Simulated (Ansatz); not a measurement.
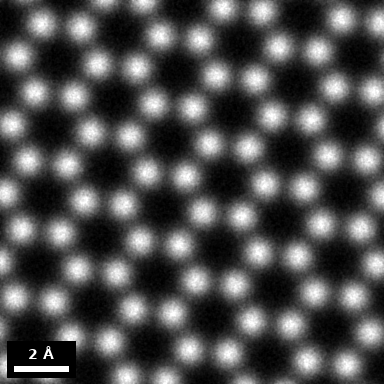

Dark-field STEM-like image of Ni (P6_3/mmc, No. 194) along [001]. Simulated incoherent Z contrast: every atom adds Z^1.8 spread by a probe of 0.85 Å full width; channelling and multiple scattering are left out. The probe carries 25 % of its weight in a tail 2.5 times as wide. Shot noise was added. Structure: the geometry relaxed with DFT, revPBE, plane waves (420 eV) with PAW, scalar-relativistic (Ansatz 0.2.0); the starting structure was generated, so it need not be a known form of this composition.

What can be read from this image?

The columns repeat on a hexagonal net with a repeat of 2.51 Å (plane group p6mm). All columns are alike (Ni). The shortest distance between visible columns is 1.45 Å in projection. Along the beam the structure repeats every 4.10 Å.
